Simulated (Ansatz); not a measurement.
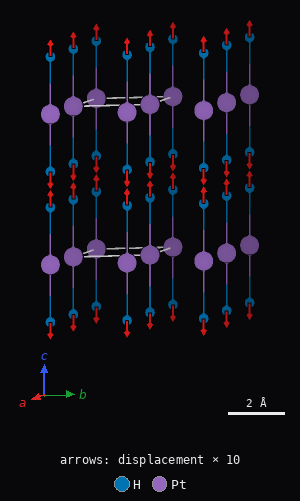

A relaxation of solid H2Pt (a generated structure, set up in P6/mmm) (coarse preliminary run). The starting structure is drawn; red arrows show the displacements (the part carried along by the change of the cell is left out), 10 times their true length.

A ball-and-stick model of the cell of the calculation, repeated 2 × 2 × 1 with one cell outlined, seen slightly off an axis.

All numbers below come from Ansatz 0.2.0, DFT PBE, scalar-relativistic, plane waves, PAW. Set-up: plane-wave cutoff 420 eV; k-point mesh 9 × 9 × 4; occupations gaussian; smearing width 0.1 eV; no spin polarisation; cell and atoms relaxed; force threshold 0.04 eV/Å; at most 70 steps.

Which element moves most?

Hydrogen: up to 0.070 Å, against 0.000 Å for platinum.

Describe the change and its energy.

The largest moves relative to the cell, 0.070 Å, are those of H atoms. Pt stays in place. Cell: a = b 2.850 → 2.704 Å (−5.1 %), c 5.483 → 4.479 Å (−18.3 %). Volume −26.5 %. Among the contacts that change: H–H 1.296 → 0.918 Å, H–Pt 2.094 → 1.780 Å, Pt–Pt 2.850 → 2.704 Å. The space group stays P6/mmm (No. 191). The energy falls by 462 meV per atom in 7 accepted moves (8 points after the start). Largest force component: 0.85 eV/Å at the start, 0.0063 eV/Å at the end. The pressure goes from −21.38 to −0.04 GPa. At 1 point the geometry stayed and the basis and grid were re-selected for the new cell (energy shift of 1.9 meV per atom at most each time). The run took 10 s on 1 thread of Arm Neoverse V2, with other jobs on the host, peak memory 0.29 GiB.
